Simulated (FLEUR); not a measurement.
# A series of single points on SiC

System: SiC (F-43m, 2 atoms in the cell).
Method: Kohn-Sham DFT of a periodic cell, PBE, all-electron, no spin polarisation (FLEUR MaX-R8.1 (later development tree)).

The 7 runs differ only in the geometry, by an even scaling of the cell at fixed fractional positions. The structure derives from an entry of the Crystallography Open Database.

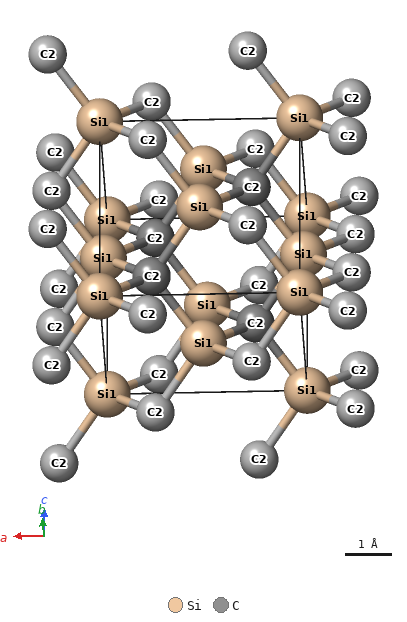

Figure 1. The structure of run 4 (ball-and-stick view of the cell 4 times as large as that of the calculation, set on its symmetry axes, seen at an oblique angle; neighbours outside the cell are drawn fainter; atoms are numbered from 1 in the order of the input).

## Input of run 4
```
<?xml version="1.0" encoding="UTF-8" standalone="no"?>
<fleurInput fleurInputVersion="0.39">
   <comment>
      SiC                                                                                                 
   </comment>
   <calculationSetup>
      <cutoffs Kmax="5.7" Gmax="17.7" GmaxXC="17.7" numbands="0"/>
      <scfLoop itmax="60" minDistance="0.00001" maxIterBroyd="15" imix="Anderson" alpha="0.05" precondParam="0.0" spinf="2.0" sdNocoIR="T"/>
      <coreElectrons ctail="T" frcor="F" kcrel="0" coretail_lmax="0"/>
      <xcFunctional name="pbe" relativisticCorrections="F"/>
      <magnetism jspins="1"/>
      <soc l_soc="F" theta="0.0" phi="0.0" spav="F"/>
      <expertModes spex="0" secvar="F"/>
      <geometryOptimization l_f="T" forcealpha="1.0" forcemix="BFGS" epsdisp="0.0005" epsforce="0.0002"/>
      <ldaU l_linMix="F" mixParam="0.05" spinf="1.0"/>
   </calculationSetup>
   <cell>
      <bzIntegration valenceElectrons="16.0" mode="hist" fermiSmearingEnergy="0.00183747">
         <kPointListSelection listName="default-1"/>
         <!-- k-points included here -->
         <xi:include xmlns:xi="http://www.w3.org/2001/XInclude" href="kpts.xml"> </xi:include>
      </bzIntegration>
      <!-- symmetry operations included here -->
      <xi:include xmlns:xi="http://www.w3.org/2001/XInclude" href="sym.xml"> </xi:include>
      <bulkLattice scale="1.0">
         <bravaisMatrix>
            <row-1>    0.0000000000000000     4.1177132255033992     4.1177132255033992</row-1>
            <row-2>    4.1177132255033992     0.0000000000000000     4.1177132255033992</row-2>
            <row-3>    4.1177132255033992     4.1177132255033992     0.0000000000000000</row-3>
         </bravaisMatrix>
      </bulkLattice>
   </cell>
   <atomSpecies>
      <species name="Silicon (Si)" element="Si" atomicNumber="14">
         <mtSphere radius="1.72" gridPoints="585" logIncrement="0.019"/>
         <atomicCutoffs lmax="8" lnonsphr="6"/>
         <electronConfig flipSpins="F">
            <coreConfig>(1s1/2)</coreConfig>
            <valenceConfig>(2s1/2) (2p1/2) (2p3/2) (3s1/2) (3p1/2) (3p3/2)</valenceConfig>
            <stateOccupation state="(3p1/2)" spinUp="0.333333" spinDown="0.333333"/>
            <stateOccupation state="(3p3/2)" spinUp="0.666667" spinDown="0.666667"/>
         </electronConfig>
         <energyParameters s="3" p="3" d="3" f="4"/>
         <lo type="SCLO" l="0" n="2" eDeriv="0"/>
         <lo type="SCLO" l="1" n="2" eDeriv="0"/>
         <lo type="SCLO" l="2" n="3" eDeriv="2"/>
         <lo type="SCLO" l="3" n="4" eDeriv="2"/>
      </species>
      <species name="Carbon (C)" element="C" atomicNumber="6">
         <mtSphere radius="1.49" gridPoints="507" logIncrement="0.02"/>
         <atomicCutoffs lmax="8" lnonsphr="6"/>
         <electronConfig flipSpins="F">
            <coreConfig>(1s1/2)</coreConfig>
            <valenceConfig>(2s1/2) (2p1/2) (2p3/2)</valenceConfig>
            <stateOccupation state="(2p1/2)" spinUp="0.333333" spinDown="0.333333"/>
            <stateOccupation state="(2p3/2)" spinUp="0.666667" spinDown="0.666667"/>
         </electronConfig>
         <energyParameters s="2" p="2" d="3" f="4"/>
         <lo type="SCLO" l="0" n="2" eDeriv="2"/>
         <lo type="SCLO" l="1" n="2" eDeriv="2"/>
         <lo type="SCLO" l="2" n="3" eDeriv="2"/>
      </species>
   </atomSpecies>
   <atomGroups>
      <atomGroup species="Silicon (Si)">
         <relPos label="                   1">.0000000000 .0000000000 .0000000000</relPos>
         <force calculate="T" relaxXYZ="TTT"/>
      </atomGroup>
      <atomGroup species="Carbon (C)">
         <relPos label="                   2">-1.000/4.000 -1.000/4.000 -1.000/4.000</relPos>
         <force calculate="T" relaxXYZ="TTT"/>
      </atomGroup>
   </atomGroups>
   <output dos="F" band="F" slice="F">
      <checks vchk="F" cdinf="F"/>
      <bandDOS minEnergy="-.5*Htr" maxEnergy="0.5*Htr" sigma="0.015" storeEVData="T"/>
      <vacuumDOS vacdos="F" integ="F" star="F" nstars="0" locx1="0.0" locy1="0.0" locx2="0.0" locy2="0.0" nstm="0" tworkf="0.0"/>
      <unfoldingBand unfoldBand="F" supercellX="1" supercellY="1" supercellZ="1"/>
      <plotting iplot="0" polar="F">
         <plot TwoD="T" vec1="  1.0  0.0  0.0" vec2="  0.0  1.0  0.0" vec3="  0.0  0.0  1.0" zero="  0.0  0.0  0.0" file="plot"/>
      </plotting>
      <chargeDensitySlicing numkpt="0" minEigenval="0.0" maxEigenval="0.0" nnne="0" pallst="F"/>
      <specialOutput eonly="F"/>
      <moessbauerParams electricFieldGradient="T" isomerShift="T" coreHyperfine="T" valenceHyperfine="T"/>
      <magneticCircularDichroism mcd="F" energyLo="-10.0" energyUp="0.0"/>
   </output>
  <!-- We include the file relax.xml here to enable relaxations (see documentation) -->
  <xi:include xmlns:xi="http://www.w3.org/2001/XInclude" href="relax.xml"> <xi:fallback/> </xi:include>
</fleurInput>
```

Command:
```bash
inpgen -f crystal.txt -profile fastHighL; fleur_MPI
```

Lattice vectors (Å) and fractional positions of run 4:
```
   0.000000    2.179000    2.179000
   2.179000    0.000000    2.179000
   2.179000    2.179000    0.000000
Si  0.000000  0.000000  0.000000
C   0.750000  0.750000  0.750000
```

Run 6 has the same physical settings and fractional positions; its lattice vectors (Å) are:
```
   0.000000    2.207674    2.207674
   2.207674    0.000000    2.207674
   2.207674    2.207674    0.000000
```

## Results, with one run withheld

| run | volume per atom (Å³) | free energy per atom, from the lowest run given (meV) | gap on the mesh (eV) |
| --- | --- | --- | --- |
| 1 | 9.725 | 43.12 | 1.30 |
| 2 | 9.932 | 22.38 | 1.32 |
| 3 | 10.139 | 8.71 | 1.34 |
| 4 | 10.346 | 1.44 | 1.36 |
| 5 | 10.553 | 0.00 | 1.38 |
| 6 | 10.760 | ? | ? |
| 7 | 10.967 | 12.46 | 1.41 |

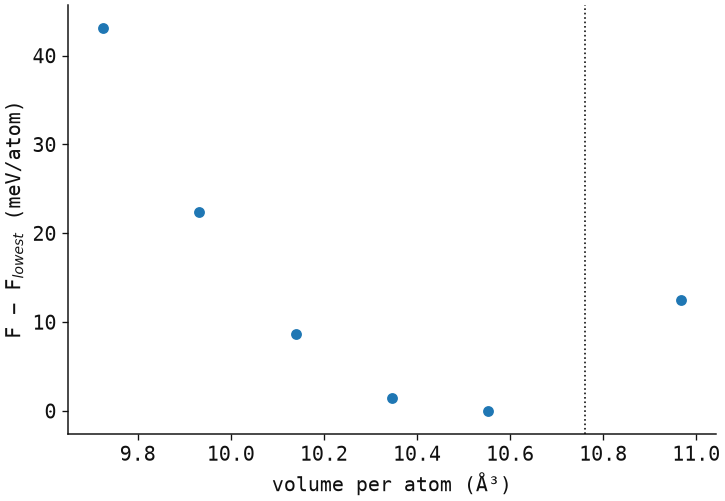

Figure 2. Free energy per atom of the runs given; the dotted line marks run 6.

What should run 6 give?

A cubic polynomial in V^(−2/3) (the Birch–Murnaghan form), fitted to the 6 runs given, misses them by under 0.01 meV per atom. With x = V^(−2/3) − 0.21174 Å⁻², it reads F = 3.6101 + 2326.1 x + 3.5888e+05 x² − 89435 x³ (meV per atom). At run 6 it gives 3.83 meV per atom, and the run itself gives 3.84. The fit has its minimum at 10.503 Å³ per atom, where V d²F/dV² gives 212 GPa: the bulk modulus at this level, since symmetry fixes the shape and the positions. The gap on the mesh goes, without turning, from 1.30 eV in run 1 to 1.41 eV in run 7; run 6 has 1.39 eV. These are gaps of this functional on this mesh, which can miss the band edges; they aren't the measured gap.

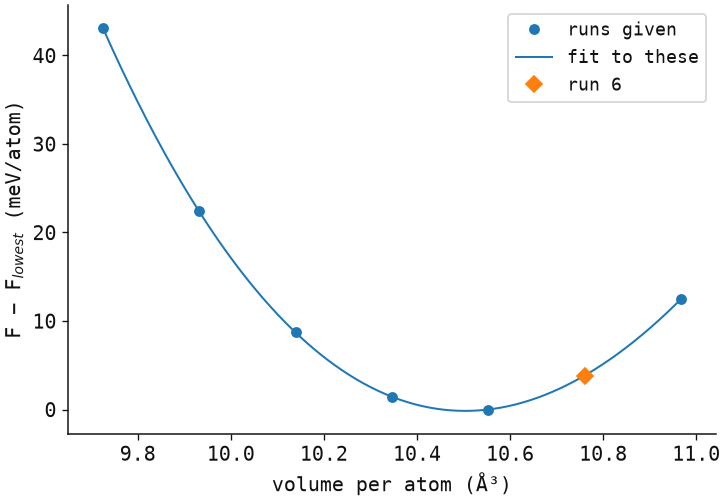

Figure 3. The fit and the withheld run.

## End of the output (run 6)
```
[...]

 Iteration:     8   Distance:       0.02662800 me/bohr^3
Nuclear radius smaller than smallest radial mesh point for atom type 2 -- skipping its core isomer shift
Nuclear radius smaller than smallest radial mesh point for atom type 2 -- skipping its isomer shift

 Iteration:     9   Distance:       0.01953322 me/bohr^3
Nuclear radius smaller than smallest radial mesh point for atom type 2 -- skipping its core isomer shift
Nuclear radius smaller than smallest radial mesh point for atom type 2 -- skipping its isomer shift

 Iteration:    10   Distance:       0.00240939 me/bohr^3
Nuclear radius smaller than smallest radial mesh point for atom type 2 -- skipping its core isomer shift
Nuclear radius smaller than smallest radial mesh point for atom type 2 -- skipping its isomer shift

 Iteration:    11   Distance:       0.00564129 me/bohr^3
Nuclear radius smaller than smallest radial mesh point for atom type 2 -- skipping its core isomer shift
Nuclear radius smaller than smallest radial mesh point for atom type 2 -- skipping its isomer shift

 Iteration:    12   Distance:       0.00027294 me/bohr^3
Nuclear radius smaller than smallest radial mesh point for atom type 2 -- skipping its core isomer shift
Nuclear radius smaller than smallest radial mesh point for atom type 2 -- skipping its isomer shift

 Iteration:    13   Distance:       0.00003307 me/bohr^3
Nuclear radius smaller than smallest radial mesh point for atom type 2 -- skipping its core isomer shift
Nuclear radius smaller than smallest radial mesh point for atom type 2 -- skipping its isomer shift

 Iteration:    14   Distance:       0.00002242 me/bohr^3
Nuclear radius smaller than smallest radial mesh point for atom type 2 -- skipping its core isomer shift
Nuclear radius smaller than smallest radial mesh point for atom type 2 -- skipping its isomer shift

 Iteration:    15   Distance:       0.00000050 me/bohr^3

 ********************************************************************
 Run finished successfully
 Stop message:
   all done
 ********************************************************************
```
